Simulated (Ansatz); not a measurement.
# Al32N31 (cell charge +1, with a compensating background) (cell with a defect): what the fields show

Al32N31 (cell charge +1, with a compensating background) (cell with a defect), 63 atoms, a = 9.68 Å, b = 9.68 Å, c = 9.68 Å, α = 99.44°, β = 111.90°, γ = 117.58°.

Level of theory: DFT PBE, scalar-relativistic, plane waves, PAW (Ansatz).

The density is the valence pseudo-density of a PAW calculation; it isn't the true density close to the nuclei.

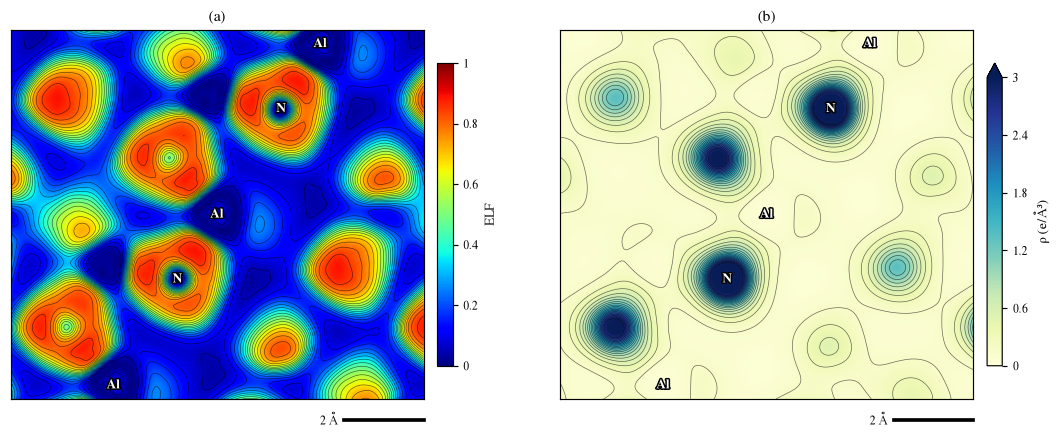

Figure 1. (a) electron localisation function; (b) valence pseudo-density on the (001) plane of the calculation cell.

> What do the fields say about this system?

The section cuts through Al and N sites. Atoms just off the plane (Al, 0.3 Å away and N, 0.3 Å away) can leave unmarked features too. Al–N (1.91 Å): ρ is about 0.66 e/Å³ halfway; the ELF peaks at about 0.90 between the atoms: a shared but strongly polarised pair. Between the atoms the lowest density in this plane is 0.05 e/Å³.

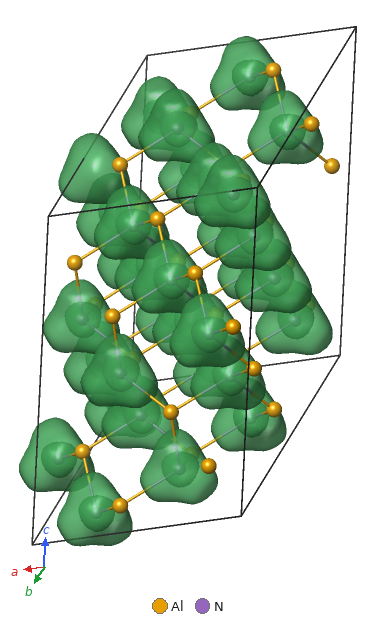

Figure 2. Isosurface of the ELF at 0.75 (green), seen at an oblique angle. Core shells and regions of very low density are left out. Sticks mark near contacts.

> Describe the localisation domains.

The ELF exceeds this value in 31 regions on N in which the atom's valence shell and bonds are merged and one pocket between the atoms, centred on no nucleus (multi-centre or interstitial), counted in one cell of 63 atoms. Regions shared between cells count once. Along the contacts the grid gives the following. Al–N (1.87 Å): the ELF peaks at about 0.90 in the valence shell of N, 0.7 Å from its nucleus, and is about 0.85 at the midpoint.

> Metal or insulator at this level of theory?

It is gapped, with a Kohn–Sham gap of 3.5 eV on the k-point mesh (the band edges may lie off the mesh, which would make the gap smaller).
